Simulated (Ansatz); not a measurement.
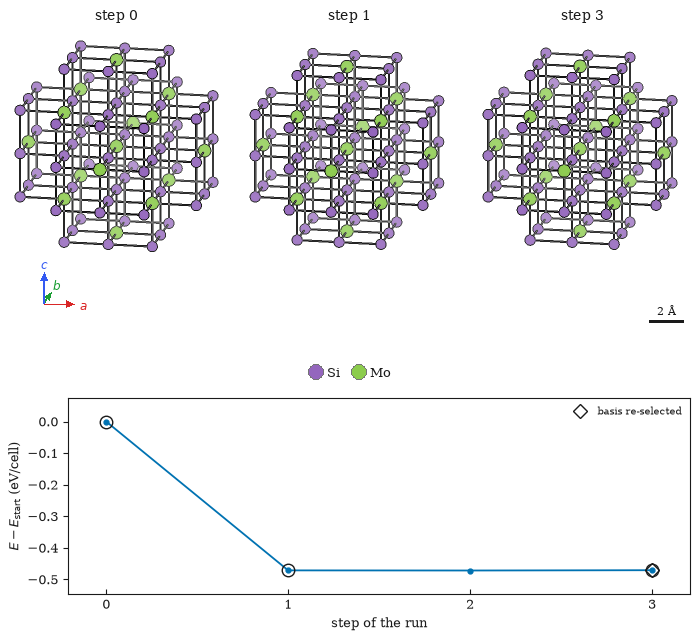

Frames of a relaxation of a crystal of Si3Mo (a generated structure, set up in Im-3m) (coarse preliminary run), marked on the history of the run. Style: ball-and-stick. Shown: the conventional cell (2 times the calculation's cell), slightly off an axis. Lengths and directions refer to the drawn axes.

Computed with DFT PBE, scalar-relativistic, plane waves, PAW (Ansatz 0.2.0).

Input file:
```yaml
crystal:
  lattice:
    - [-2.68358552, 2.68358552, 2.68358552]
    - [2.68358552, -2.68358552, 2.68358552]
    - [2.68358552, 2.68358552, -2.68358552]
  atoms:
    - { symbol: Si, position: [0.0, 0.5, 0.5] }
    - { symbol: Si, position: [0.5, 0.0, 0.5] }
    - { symbol: Si, position: [0.5, 0.5, 0.0] }
    - { symbol: Mo, position: [0.0, 0.0, 0.0] }
basis:
  ecutwfc: 420
kpoints:
  mp_grid: { grid: [4, 4, 4] }
hamiltonian:
  xc: pbe
scf:
  occupations: { method: gaussian, width: 0.1 }
  lower_state_search: "off"
output:
  forces: true
  stress: true
  eigenvalues: true
relax:
  adjacent_minimum: "off"
  f_tol: 0.04
  max_steps: 70
  cell: { stress_tol: 0.4 }
```

Launched with:
```bash
ansatz run input.yaml --threads 1 --pin off --max-ram 2560MiB --backend cpu --events-out ev --progress --plain --runs-dir out
```

Question: What happens along the run?

Answer: After 2 accepted moves (3 points after the start) the energy has fallen by 0.471 eV per cell of the calculation. All forces vanish by symmetry, so only the cell relaxes. The pressure goes from −12.67 to −0.15 GPa. The SCF was repeated once at an unchanged geometry on a basis and grid sized afresh for the cell, which shifted the energy by 1.0 meV per cell of the calculation at most. No atom moves by more than 0.005 Å relative to the cell. Cell: a = b = c 5.367 → 5.115 Å (−4.7 %). Volume −13.4 %. Some distances before and after: Si1–Si2 2.684 → 2.557 Å, Si1–Mo4 2.684 → 2.557 Å. The space group stays Im-3m (No. 229). From step 0 to 1: volume −13.9 %, energy −0.471 eV per cell of the calculation. From step 1 to 3: volume +0.6 %, energy +0.6 meV per cell of the calculation.
